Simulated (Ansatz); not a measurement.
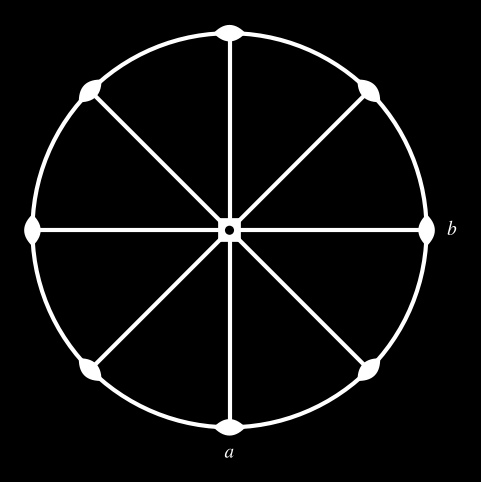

Stereographic projection: heavy lines are mirror planes (a heavy rim: a mirror in the plane of the page); lens, triangle, square and hexagon are 2-, 3-, 4- and 6-fold axes, a lens in an open square is −4, a triangle in an open hexagon −6; thin dashed diameters join the ends of axes that lie in the page; a small open circle marks inversion. The c axis points at the viewer. Computed from the symmetry operations of a computed or model structure of composition TiAl.

Name the crystal class.

4/mmm (D4h), order 16, tetragonal system: one fourfold axis, four twofold axes, five mirror planes, an inversion centre.

Can such a crystal be piezoelectric, pyroelectric or chiral?

It is centrosymmetric, so neither piezoelectric nor pyroelectric; it is not chiral.
